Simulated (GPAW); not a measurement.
# KCl (Fm-3m): G0W0 with GPAW, start to end, part 2 of 2

How does a plane-wave GW calculation on KCl (Fm-3m) run from the first input to the gap?

GPAW 26.7.0; PBE and many-body steps on it, plane waves. Known limits of the many-body steps: not at the basis limit.

So far. Step 3 (Bands along the symmetry lines): The gap is 5.194 eV, as in the run before at this level. Step 4 (Empty states on the mesh, 4×4×4 mesh, 269 bands): On this mesh the gap is 5.194 eV.

## 5. Screening and self-energy, 4×4×4 mesh, 259 bands, screening to 150 eV

Now the one-shot GW correction: screening in the RPA, then the self-energy of the levels asked for.

This step: G0W0 on PBE, plane waves, PAW.

run.py

```python
import json
import numpy as np
from gpaw.mpi import world
from gpaw.response.g0w0 import G0W0

gw = G0W0('full.gpw',
    filename='gw',
    kpts=[0],
    bands=(6, 10),
    ecut=150,
    nbands=259,
    integrate_gamma='WS',
    ppa=True)
gw.calculate()
res = {mode: {k: v for k, v in r.items() if k != 'sigma_eskwn'}
       for mode, r in gw.all_results.items()}

if world.rank == 0:
    with open('result.json', 'w') as f:
        json.dump(res, f, default=lambda x: x.tolist())
```

Launch:

```
$ mpirun -n 8 gpaw python run.py
```

Numbers of over 12 decimals in the logs are rounded to 6 here.

The log of the run:

```text
Using integrator: PointIntegrator
FrequencyGridDescriptor(from 0.000+0.000j to 0.000+27.211j eV, 2 points)
Nonperiodic BCs:  [False False False]
Using integrator: PointIntegrator
FrequencyGridDescriptor(from 0.000+0.000j to 0.000+27.211j eV, 2 points)
Nonperiodic BCs:  [False False False]
  ___  _ _ _
 |   || | | |
 | | || | | |
 |__ ||_____|
 |___|

BZ k-points: Symmetries present (total): 48

  [... matrices ...]
64 k-points: 4 x 4 x 4 Monkhorst-Pack grid + [1/8,1/8,1/8]
8 k-points in the irreducible part of the Brillouin zone
       k-points in crystal coordinates                weights
   0:     0.00000000    0.00000000    0.00000000          1/64
   1:     0.25000000    0.25000000    0.00000000          6/64
   2:     0.25000000    0.25000000    0.25000000          8/64
   3:     0.50000000    0.25000000   -0.25000000          6/64
   4:     0.50000000    0.25000000    0.25000000         12/64
   5:     0.50000000    0.50000000    0.00000000          3/64
   6:     0.50000000    0.50000000    0.25000000         24/64
   7:     0.50000000    0.50000000    0.50000000          4/64

Distributing spins, k-points and bands (1 x 1 x 4) over 8 processes
Number of blocks: 1

Quasi particle states:
k-points (IBZ indices): [0]
Band range: (6, 10)
  [... matrices ...]
Computational parameters:
Plane wave cut-off: 150 eV
Number of bands: 259
Coulomb cutoff: None
Broadening: 0.1 eV

fxc modes: GW
Kernel: RPA
Using Godby-Needs plasmon-pole approximation:
  Fitting energy: i*E0, E0 = 1.000 Hartree
Summing all q:

Calculating screened Coulomb potential
No Coulomb truncation
FrequencyGridDescriptor(from 0.000+0.000j to 0.000+27.211j eV, 2 points)
Removing empty qpoint cache files...

Calculating chi0 body with:
    Ground state adapter containing:
    Number of spins: 1
    Number of kpoints: 64
    Number of irreducible kpoints: 8
    Number of completely occupied states: 8
    Number of partially occupied states: 8
    Occupied states memory: 1.6875 M / cpu

    Linear response parametrization:
    q_c: [0.0, 0.0, 0.0]
    Number of frequency points: 2
    Planewave cutoff: 150.0
    Number of bands: 259
    Number of planewaves: 259
    Broadening (eta): 1e-06
    comm.size: 8
    kncomm.size: 8
    blockcomm.size: 1

    Memory estimate of potentially large arrays:
        chi0_wGG: 2.047150 M / cpu
Integrating chi0 body.

Symmetries of q_c:
    Direct symmetries (Uq -> q): 48
    Indirect symmetries (TUq -> q): 0
In total 48 allowed symmetries.

  [... matrices ...]
8 groups of equivalent kpoints. 87.5% reduction.

Integral kind: response function
Integrating chi0 head and wings.

Symmetries of q_c:
    Direct symmetries (Uq -> q): 48
    Indirect symmetries (TUq -> q): 0
In total 48 allowed symmetries.

  [... matrices ...]
8 groups of equivalent kpoints. 87.5% reduction.

Integral kind: response function wings

Calculating chi0 body with:
    Ground state adapter containing:
    Number of spins: 1
    Number of kpoints: 64
    Number of irreducible kpoints: 8
    Number of completely occupied states: 8
    Number of partially occupied states: 8
    Occupied states memory: 1.6875 M / cpu

    Linear response parametrization:
[... the further q-points ...]

Results:
f:      Occupation numbers
eps:     KS-eigenvalues [eV]
vxc:     KS vxc [eV]
exx:     Exact exchange [eV]
sigma:   Self-energies [eV]
dsigma:  Self-energy derivatives
Z:       Renormalization factors
qp:      QP-energies [eV]

k-point 0 (0): (0.000, 0.000, 0.000)                GW
band       f     eps     vxc     exx   sigma  dsigma       Z      qp
                                                                   GW
   6   1.000  -0.329 -16.355 -20.768   1.793  -0.225   0.817  -2.468
   7   1.000  -0.329 -16.355 -20.768   1.793  -0.225   0.817  -2.467
   8   0.000   4.865  -7.907  -4.229  -2.922  -0.138   0.879   5.529
   9   0.000   8.030  -9.268  -4.312  -3.078  -0.143   0.875   9.674
```

It took 58 s on 8 MPI ranks of Arm Neoverse V2, shared host; peak memory 2.4 GiB; 7.8 min of CPU time.

Numbers from this step:

```yaml
g0w0_gap_on_the_points_computed: 7.996 eV
least_direct_g0w0_gap_on_the_computed_points: 7.996 eV
z_at_the_valence_top: 0.8166
z_at_the_conduction_bottom: 0.8787
starting_gap_on_the_mesh: 5.194 eV
k_of_the_valence_top: 0, 0, 0
k_of_the_conduction_bottom: 0, 0, 0
```

The gap on the mesh goes from 5.19 eV to 8.00 eV, a correction of +2.80 eV.

Limits: finite bands, cutoff and mesh. v1 is the top filled band, c1 the lowest empty one. The levels before and after the correction (eV, zero at the valence-band top of each column):

|  | conduction bottom | valence top |
| --- | --- | --- |
| Kohn-Sham | 5.19 | 0.00 |
| G0W0 | 8.00 | 0.00 |

|  | level | energy (eV) |
| --- | --- | --- |
| Kohn-Sham | Γ v2-v1 | 0.000 |
| Kohn-Sham | Γ c1 | 5.194 |
| Kohn-Sham | Γ c2 | 8.359 |
| G0W0 | Γ v2-v1 | 0.000 |
| G0W0 | Γ c1 | 7.996 |
| G0W0 | Γ c2 | 12.141 |

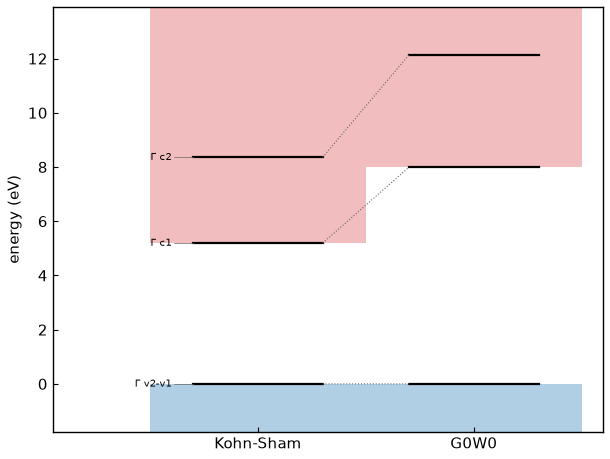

Levels before and after the correction. Shaded: valence and conduction bands.

## 6. Where the time went

Times are wall times on 8 MPI ranks of Arm Neoverse V2, shared host, good to a factor of about two.

| step | time | share | memory (GiB) |
| --- | --- | --- | --- |
| ground state | 4.8 s | 6 % | 1.2 |
| bands along the symmetry lines | 5.8 s | 8 % | 1.2 |
| empty states on the mesh | 7.9 s | 10 % | 2.1 |
| screening and self-energy | 58 s | 76 % | 2.4 |

## 7. Results

```
PBE gap              : 5.19 eV, direct
G0W0 gap on the mesh : 8.00 eV
GW settings          : 4×4×4 mesh, 259 bands, screening to 150 eV, Godby-Needs plasmon pole
known limits         : not at the basis limit
```

What this shows: G0W0 moves the gap on the mesh from 5.19 eV to 8.00 eV (+2.80 eV), with Z of 0.82 and 0.88 at the edges. Only 1 of the mesh's irreducible points was corrected, so a valley elsewhere could overtake. The dearest step here is «screening and self-energy». Bands and cutoff are finite, so the gap is not at the basis limit. The miss can reach some tenths of an eV and take either sign; the mesh is an error of its own. These stock PAW sets were not made for GW. In the G0W0 run levels were corrected at 1 k point alone, so a gap called «on the mesh» is the least over those, and an edge elsewhere would be missed.

[Paths, hosts, dates, memory and timing lines, banners, echoed tables and standing remarks are left out of the program output.]

[Logs are printed without paths, hosts, clocks, repeated set-up lines and the standing remarks that a program may print on its own settings, such as how far it seeks lower states.]

[Runs of the session that timed out or met a known fault of the program may be left out.]

[Hosts, paths, dates, database ids (printed as entryN), source tags and the programs' standing remarks are cut or masked in the printed files.]
